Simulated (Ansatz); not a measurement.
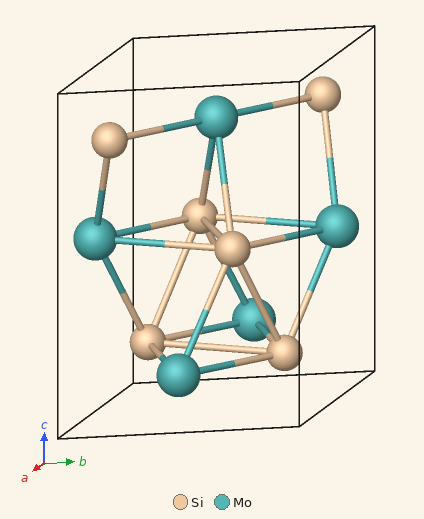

Figure: ball-and-stick view slightly off an axis. One conventional unit cell is framed, with atoms on its boundary repeated. Cell: a = 4.58 Å, b = 4.58 Å, c = 6.58 Å, α = 90.00°, β = 90.00°, γ = 120.00°.

The cell started as a structure listed in the Materials Project. Earlier steps of the study, as a rule a relaxation of our own, may have changed the cell and positions, so they can lie some per cent off the listed ones. Ansatz was used for an electronic-structure calculation on it.

Q: Notes on the structure:

A: The solid is Si$_{2}$Mo. It takes space group P6_222 (No. 180) on a primitive hexagonal lattice. Counting shared atoms by their share gives 6 Si, 3 Mo, or 9 atoms. Neighbours within bonding distance: Si 10 and Mo 10. Not all metal-metal contacts are counted.

Setup: DFT r2SCAN, scalar-relativistic, plane waves, PAW (Ansatz 0.2.0); E_cut = 500 eV, a 12×12×6 k-point grid, Gaussian smearing of 0.01 eV, no spin polarisation.

Q: How large a gap does the method give, if there is one?

A: A semiconductor at this level, with a gap of 0.16 eV, indirect.

Q: What charge does Bader's analysis assign to each element?

A: Si -0.09 e; Mo +0.19 e.

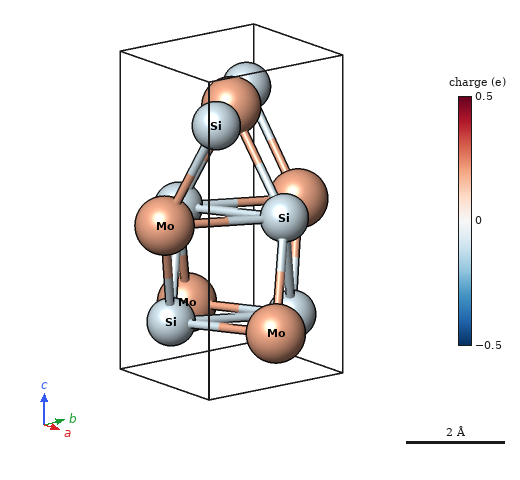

The atoms coloured by those charges. The run's cell of 9 atoms is drawn.

Q: Is the structure in equilibrium?

A: Yes. All forces vanish to within 0.01 eV/Å. The pressure is 0.0 GPa, close to zero.
